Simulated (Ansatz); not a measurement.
BN (P6_3/mmc): refractive index against wavelength

The refractive index of BN (P6_3/mmc) along x below the direct gap (4.66 eV on the mesh) is read from one computed spectrum, n = √(Re ε). x, y and z are the Cartesian axes of the input cell.

Cell: a, b, c = 2.498, 2.498, 6.636 Å (primitive vectors), 4 atoms.

Method: Ansatz 0.2.0, PBE, independent particles, k-mesh 12×12×4 with interpolation inside its cells, Gaussian parameter 0.1 eV.

Launch of the response step: `ansatz run input.yaml --threads 4 --pin off --max-ram 8192MiB --backend cpu --events-out ev --progress --plain --runs-dir out`. The run took 24 s, on 4 threads of Intel(R) Xeon(R) Processor @ 2.50GHz (Skylake/Cascade Lake), on a shared host.

```tsv
wavelength (nm)	photon energy E (eV)	n
1064	1.165	2.2238
850	1.459	2.2385
700	1.771	2.2587
633	1.959	2.2734
532	2.331	2.3095
450	2.755	2.3649
405	3.061	?
```

In the single-oscillator model n² − 1 = E₀E_d/(E₀² − E²), so 1/(n² − 1) = E₀/E_d − E²/(E₀E_d) is linear in E².

Working, on the rows shown:

| x = E² (eV²) | y = 1/(n² − 1) |
| --- | --- |
| 1.35784 | 0.253467 |
| 2.12762 | 0.249322 |
| 3.13716 | 0.2438 |
| 3.83641 | 0.239903 |
| 5.43137 | 0.230745 |
| 7.59115 | 0.217734 |

Means: x̄ = 3.9136, ȳ = 0.23916. Σ(x − x̄)(y − ȳ) = -0.1499, Σ(x − x̄)² = 26.16. Slope = -0.1499 / 26.16 = -0.005732; intercept = ȳ − slope · x̄ = 0.26159. Turned back into n, the line misses the rows shown by at most 0.0015.

**Question.** What does the fit predict for the withheld row, and how well does it do?

**Answer.** At x = 9.3718 the line gives y = 0.20788, that is 2.4105. The run gave 2.4178, so the extrapolation is off by 0.0073, 4 % of the range in the table.

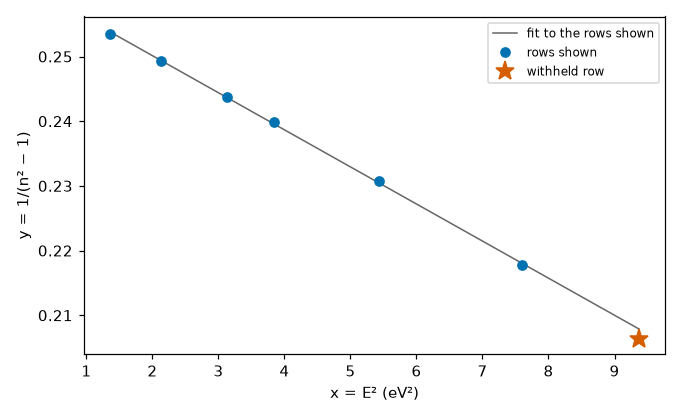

Refitted with all rows, the slope is -0.005869 and the intercept 0.26202. These give E₀ = √(intercept/−slope) = 6.68 eV and E_d = E₀/intercept = 25.5 eV; E₀ is 1.4 times the direct gap. The electronic limit at long wavelengths, without lattice vibrations, is n = √(1 + 1/intercept) = 2.195. The cell comes from an older database entry, whose edges can be off by a per cent or so. Excitons are left out and so are local fields; PBE gaps are as a rule too small.

[Logs are printed without paths, hosts, clocks, repeated set-up lines and the standing remarks that a program may print on its own settings, such as how far it seeks lower states.]
